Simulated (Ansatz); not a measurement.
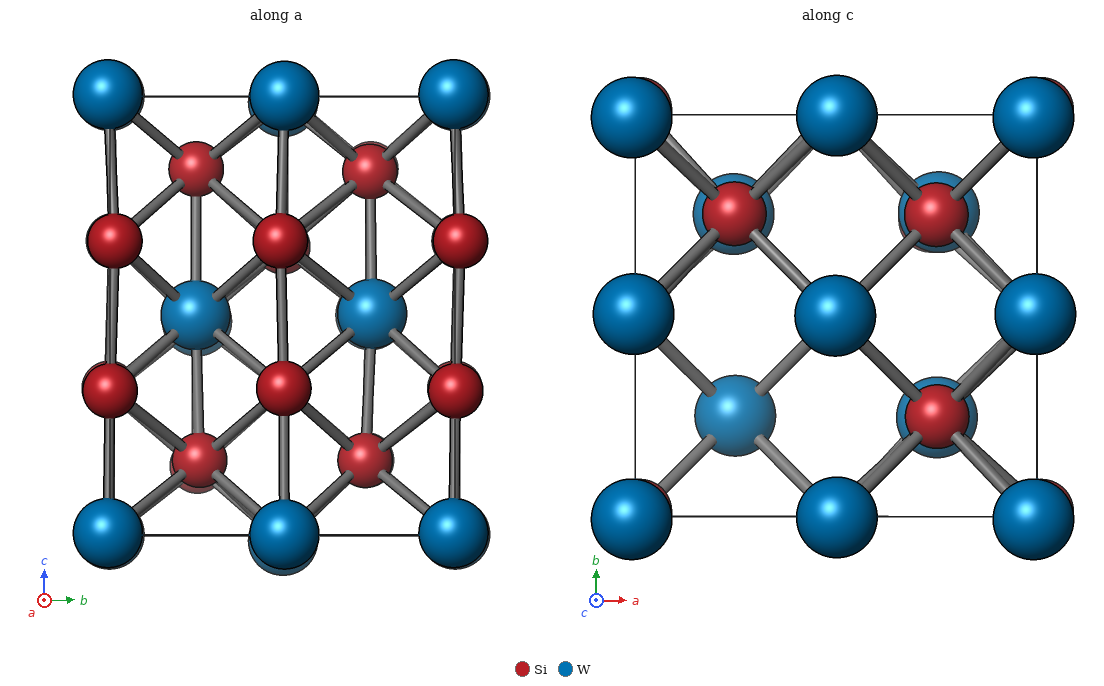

An orthographic ball-and-stick view of the structure, along the a axis and along the c axis. The edges of the simulation cell are marked.

The input file of the run:
```yaml
crystal:
  lattice:
    - [-0.000489, -6.275936, 1.7e-05]
    - [6.276074, 0.000489, 1.7e-05]
    - [1.5e-05, -2.0e-06, 7.965165]
  atoms:
    - { symbol: Si, position: [0.2468280399, 0.7535852204, 0.8342078211] }
    - { symbol: Si, position: [0.5001728373, 0.9970724794, 0.3342016883] }
    - { symbol: Si, position: [0.751698447, 0.2486776531, 0.8342281407] }
    - { symbol: Si, position: [0.9952807406, 0.5019946483, 0.3342289815] }
    - { symbol: Si, position: [0.7494844533, 0.7512896042, 0.8287428412] }
    - { symbol: Si, position: [0.9975214369, 0.9993732263, 0.3287435442] }
    - { symbol: Si, position: [0.2499372225, 0.2517834446, 0.1574358973] }
    - { symbol: Si, position: [0.4970487882, 0.4988847943, 0.6574494222] }
    - { symbol: Si, position: [0.2565886317, 0.741109972, 0.1706988761] }
    - { symbol: Si, position: [0.4903883136, 0.0095302586, 0.6707009181] }
    - { symbol: Si, position: [0.7392021886, 0.2585015647, 0.1707050714] }
    - { symbol: Si, position: [0.0077837009, 0.4921579032, 0.6707089842] }
    - { symbol: Si, position: [0.7356533983, 0.7374921096, 0.1702013749] }
    - { symbol: Si, position: [0.0113381818, 0.0131834351, 0.6702063405] }
    - { symbol: W, position: [0.5019814231, 0.9977917365, 0.0012146949] }
    - { symbol: W, position: [0.7509925443, 0.2468494513, 0.5012151863] }
    - { symbol: W, position: [0.4979704951, 0.499826696, 0.9870807668] }
    - { symbol: W, position: [0.755761318, 0.7576183144, 0.5045590481] }
    - { symbol: W, position: [0.9912177712, 0.9930462925, 0.0045541131] }
    - { symbol: W, position: [0.2490219761, 0.2508450561, 0.4870743858] }
    - { symbol: W, position: [0.9959962611, 0.5038230333, 0.0012164444] }
    - { symbol: W, position: [0.2450133911, 0.7528617768, 0.501215982] }
basis:
  ecutwfc: 420
kpoints:
  mp_grid: { grid: [5, 5, 4] }
hamiltonian:
  xc: pbesol
scf:
  occupations: { method: gaussian, width: 0.1 }
  n_extra_bands: 11
output:
  forces: true
  stress: true
  eigenvalues: true
  populations: true
  dos:
    method: { smearing: { sigma: 0.1, scheme: gaussian } }
    projected: true
    de: 0.02
  write_density: true
  write_potential: true
  elf: true
  volumetric_format: npy
```
Run as:
```sh
ansatz run input.yaml --threads 4 --pin off --max-ram 9216MiB --backend cpu --events-out ev --progress --plain --runs-dir out
```

Results below were computed with DFT PBEsol, scalar-relativistic, plane waves, PAW (Ansatz 0.2.0); the settings were a basis cut at 420 eV, the zone sampled with 5×5×4 points, Gaussian smearing of 0.1 eV, no spin polarisation.

Metal or not?

A metal: bands cross the Fermi level.

What is the computed pressure?

The computed pressure is 0.0 GPa, close to zero.

The structure was taken from a structure type filled with these elements by a generator (whether the compound takes this form wasn't checked). Earlier steps of the study, as a rule a relaxation of our own, may have changed the cell and positions, so they can lie some per cent off the listed ones. A calculation with Ansatz used it as input.
